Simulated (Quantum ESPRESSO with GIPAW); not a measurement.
# AlAs: NMR parameters from first principles

Wanted: NMR shieldings for each site of AlAs.

What was measured: 27Al isotropic shift 131 ppm, in “Application of 27Al NMR Techniques to Structure Determination in Solids” (Application of 27Al NMR Techniques to Structure Determination in Solids, 1992), quoting earlier work. Shifts are on the scales named with the reference lines below.

Method: DFT, PBEsol, plane-wave PAW (pslibrary 1.0.0 recipes), scalar-relativistic, GIPAW; a patched development version of the program, in Quantum ESPRESSO with GIPAW 8.0dev (patched build).

Report form: the programs' logs are mostly left out.

## (1) Starting point

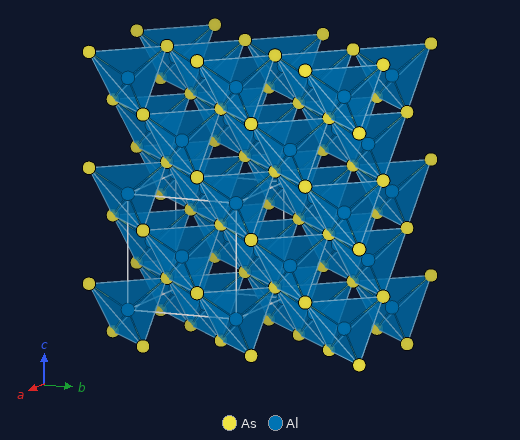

The starting structure, seen slightly off an axis (arsenic yellow, aluminium blue). 1×2×2 cells are drawn. This picture shows the conventional cell, with its axes. Some periodic images of atoms are drawn too.

Structure file:

```cif
data_structure
_symmetry_space_group_name_H-M 'P 1'
_symmetry_Int_Tables_number 1
_cell_length_a 4.0028
_cell_length_b 4.0028
_cell_length_c 4.0028
_cell_angle_alpha 60.000
_cell_angle_beta 60.000
_cell_angle_gamma 60.000
_cell_volume 45.35
loop_
_atom_site_label
_atom_site_type_symbol
_atom_site_fract_x
_atom_site_fract_y
_atom_site_fract_z
_atom_site_occupancy
As1 As 0.25000 0.25000 0.25000 1
Al2 Al 0.00000 0.00000 0.00000 1
```

The cell is an entry of the Crystallography Open Database.

## (2) The SCF step

The shielding is a linear response of the occupied states, which this run provides. It is converged far beyond what an energy needs, since the response uses the wavefunctions themselves. No empty states are asked for: the response is solved without them. The mesh has a spacing of 0.18 Å⁻¹ at most. The PAW files were made with ld1.x from the pslibrary 1.0.0 recipes, with GIPAW reconstruction switched on.

Contents of scf.in:

```
&control
  calculation = 'scf'
  prefix = 'x'
  outdir = './tmp/'
  pseudo_dir = './'
/
&system
  ibrav = 0
  nat = 2
  ntyp = 2
  ecutwfc = 55
  ecutrho = 330
  nbnd = 9
/
&electrons
  conv_thr = 1.0d-10
  mixing_beta = 0.7
  electron_maxstep = 100
/
ATOMIC_SPECIES
  As 74.922 As.pbesol-dn-kjpaw_psl.1.0.0-gipaw.UPF
  Al 26.982 Al.pbesol-n-kjpaw_psl.1.0.0-gipaw.UPF
CELL_PARAMETERS angstrom
  0.00000000 2.83040000 2.83040000
  2.83040000 0.00000000 2.83040000
  2.83040000 2.83040000 0.00000000
ATOMIC_POSITIONS crystal
  As 0.25000000 0.25000000 0.25000000
  Al 0.00000000 0.00000000 0.00000000
K_POINTS automatic
  11 11 11 0 0 0
```

Command:

```bash
$ mpirun -np 4 pw.x -nk 4 -in scf.in > scf.out
```

It took 10 s on 4 MPI ranks of Arm Neoverse V1, shared host; peak memory 0.42 GiB.

It converged in 10 cycles to an estimated accuracy of 6e-11 Ry, on 56 irreducible k-points.

## (3) GIPAW: job nmr

The job finds the current that a weak uniform field induces (applied as a long wave, q_gipaw) and the field that this current makes at each nucleus. On atoms with p or d valence electrons much of the paramagnetic part arises close to the nucleus, where the PAW partial waves rebuild the true states. pawproj makes the reconstruction use the PAW data sets' own projectors.

Contents of nmr.in:

```
&inputgipaw
  job = 'nmr'
  prefix = 'x'
  tmp_dir = './tmp/'
  restart_mode = 'from_scratch'
  verbosity = 'low'
  q_gipaw = 0.01
  spline_ps = .true.
  conv_threshold = 1.0d-11
  use_nmr_macroscopic_shape = .false.
  pawproj(1) = .true.
  pawproj(2) = .true.
/
```

Command:

```bash
$ mpirun -np 4 gipaw.x -in nmr.in > nmr.out
```

Run time: 2.1 min. Hardware: 4 MPI ranks; peak memory 0.28 GiB; 8.5 min of CPU time.

The f-sum rule is met to 0.011 of 10.2 (0.1 %). Converged shieldings require that this miss be small, but a small miss does not prove them.

From the symmetric part of each tensor, with principal values σ11 ≤ σ22 ≤ σ33: σ_iso is their mean, the span is σ33 − σ11 and the skew 3(σ_iso − σ22)/span. (gipaw.x prints an anisotropy in another convention.)

```csv
site,atom no.,atoms in cell,σ_iso (ppm),span (ppm),skew
As,1,1,1501,0,-
Al,2,1,392.0,0.0,-
```

The macroscopic shape term is switched off. For a spherical sample the valence susceptibility of this run would add about 10 ppm to every site, a rough estimate, since the susceptibility converges slowly and lacks part of the PAW terms. Differences within the crystal don't depend on it, but shieldings of different compounds can't be compared to better than a few ppm without it.

As and Al sit on cubic site symmetry, where the tensor must be isotropic.

How the isotropic values are made up (ppm). The core part is that of the free atom's core; bare is the current of the smooth valence states; the last two are what the PAW spheres add to the diamagnetic and the paramagnetic current:

| site | core | bare | reconstruction, dia | reconstruction, para |
| --- | --- | --- | --- | --- |
| As | 2539.8 | 43.8 | 306.7 | -1389.6 |
| Al | 765.9 | -19.4 | 2.2 | -356.7 |

## (4) From shieldings to shifts

Spectra are read against a reference compound, and shifts rise as shieldings fall. A slope other than one corrects for the functional's tendency to overstate or understate differences of shielding.

Shifts follow from reference lines fitted to measured solids with this functional and these files. 27Al bound to N, or without O or F neighbours: δ = (541.4 − σ) / 0.839, zero at aqueous Al3+, fitted to 4 measured values, from AlCl3, AlN, AlP and KAlH4, with a scatter of 2.1 ppm r.m.s., with σ taken with the shape term of a sphere (10.2 ppm here). Kinds of site that fitted badly were split off after the misses were seen, so the scatter is that of the points kept.

Covalently bonded atoms count as neighbours within 1.18 times the sum of their radii. Otherwise a cation's neighbours lie within 1.2 times its shortest bond (1.3 for large cations, each anion's radius taken off where they differ), and an anion's are the cations that count it.

| site | atom no. | atoms in cell | surroundings | bonds (Å) | δ_iso (ppm) |
| --- | --- | --- | --- | --- | --- |
| As | 1 | 1 | AsAl4 | 2.451 | - |
| Al | 2 | 1 | AlAs4 | 2.451 | 165.9 |

## (5) Comparison with the measured values

```csv
quantity,site,measured,calculated,difference
27Al isotropic shift (ppm),Al,131,165.9,+34.9
```

## (6) Summary of results

| Property | Result |
| --- | --- |
| 27Al shift | 165.9 ppm |
| 75As shielding without shape term | 1501 ppm |

What this shows: 27Al has one site (AlAs4), with isotropic shift 165.9 ppm. Verdict on the shifts: 27Al poor, missed by 35 ppm at most, 16.2 times the scatter of its line. No sound run at another cutoff or mesh is at hand, so convergence rests on the f-sum rule and on experience with these files. This build of gipaw.x prints that it is not audited and that its numbers are no references by themselves. It also reports spline_ps as false although the input sets it; why was not traced.

[Logs are printed without paths, hosts, clocks, repeated set-up lines and the standing remarks that a program may print on its own settings, such as how far it seeks lower states.]

[Hosts, paths, dates, database ids (printed as entryN), source tags and the programs' standing remarks are cut or masked in the printed files.]

[Where no reference line passes its bar on scatter, no shift is given, so a measured shift of this compound may stand uncompared.]
